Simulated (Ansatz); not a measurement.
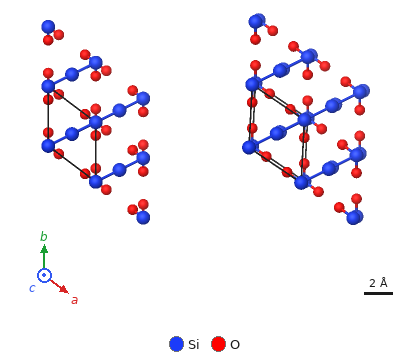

Two geometries of a crystal of SiO2 (a generated structure, set up in I4/mmm) (coarse preliminary run), drawn at one scale. One is the start of a relaxation, the other its converged end. A ball-and-stick model of the cell of the calculation, repeated 2 × 2 × 1 with one cell outlined, seen along the c axis.

All numbers below come from Ansatz, DFT PBE, scalar-relativistic, plane waves, PAW. Settings: plane-wave cutoff 420 eV; k-point mesh 6 × 6 × 6; occupations gaussian; smearing width 0.1 eV; no spin polarisation; cell and atoms relaxed; force threshold 0.04 eV/Å; at most 70 steps.

### Which one is relaxed?

The right one is the relaxed one. The largest moves relative to the cell, 0.37 Å, are those of O atoms. Si stays in place. Cell: a = b = c 4.499 → 4.789 Å (+6.5 %), α 104.4° → 107.3°, β 104.4° → 107.3°, γ 120.2° → 113.9°. Volume +23.4 %. Near-neighbour distances that change, for instance: O–O 1.747 → 2.316 Å, O–Si 1.235 → 1.638 Å, Si–Si 2.241 → 2.612 Å. The space group stays I4/mmm (No. 139). After 9 accepted moves (12 points after the start) the energy has fallen by 4545 meV per atom. Largest force component: 48 eV/Å at the start, 0.0011 eV/Å at the end. The pressure goes from 189.85 to 0.03 GPa. At 3 points the geometry stayed and the basis and grid were re-selected for the new cell (energy shift of 24.2 meV per atom at most each time).
